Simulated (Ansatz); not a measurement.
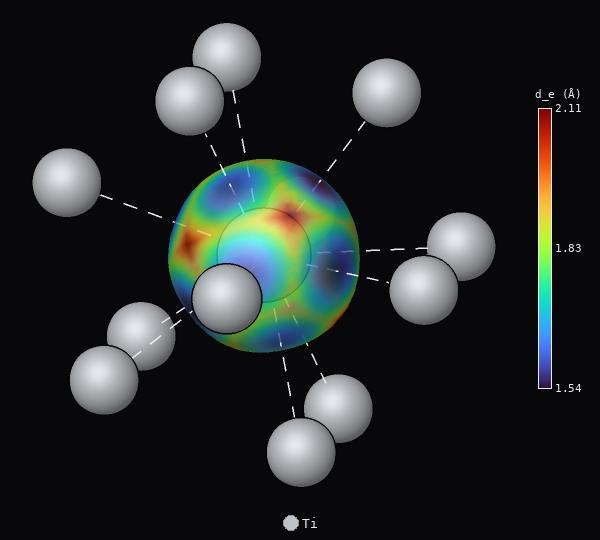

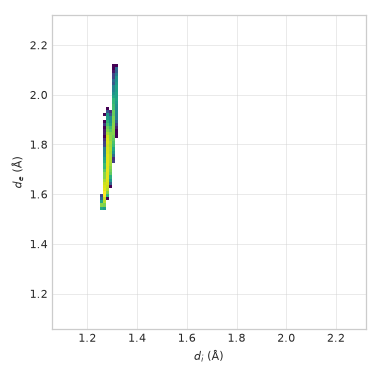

Hirshfeld surface computed for one Ti atom in Ti, coloured by d_e. Dashed lines lead to the closest neighbours outside. The second picture is its fingerprint plot, coloured by area on a logarithmic scale (dark little, yellow much).

The surface is where the fragment's share of the procrystal density (the sum of the densities of spherically averaged neutral Hartree-Fock atoms) equals one half. d_i and d_e are the distances from the surface to the nearest nucleus inside and outside.

Origin of the cell: the geometry relaxed with DFT, LDA (PW92), plane waves (420 eV) with PAW, scalar-relativistic in Ansatz; the starting structure was generated, so it need not be a known form of this composition.

```cif
data_structure
_symmetry_space_group_name_H-M 'P 1'
_symmetry_Int_Tables_number 1
_cell_length_a 2.8631
_cell_length_b 4.9626
_cell_length_c 4.5382
_cell_angle_alpha 90.000
_cell_angle_beta 90.000
_cell_angle_gamma 90.000
_cell_volume 64.48
loop_
_atom_site_label
_atom_site_type_symbol
_atom_site_fract_x
_atom_site_fract_y
_atom_site_fract_z
_atom_site_occupancy
Ti1 Ti 0.00000 0.33351 0.75000 1
Ti2 Ti 0.50000 0.16649 0.25000 1
Ti3 Ti 0.50000 0.83351 0.75000 1
Ti4 Ti 0.00000 0.66649 0.25000 1
```

What is the shortest distance from the fragment to an atom outside it?

Ti–Ti, 2.81 Å.

How is the surface shared among contacts (nearest atom inside ··· nearest atom outside)?

Ti···Ti 100 %. The surface faces 12 neighbours with more than 2 % of its area each: 12 Ti.

Give the size and shape of the surface.

It encloses about 8.9 Å³, has an area of about 21 Å² and a globularity of 1.00 (1 for a sphere).

Where does the fingerprint reach closest to the origin?

The smallest d_i + d_e is about 2.8 Å, which belongs to the shortest contact, Ti···Ti at 2.81 Å; d_e runs from 1.54 to 2.11 Å.
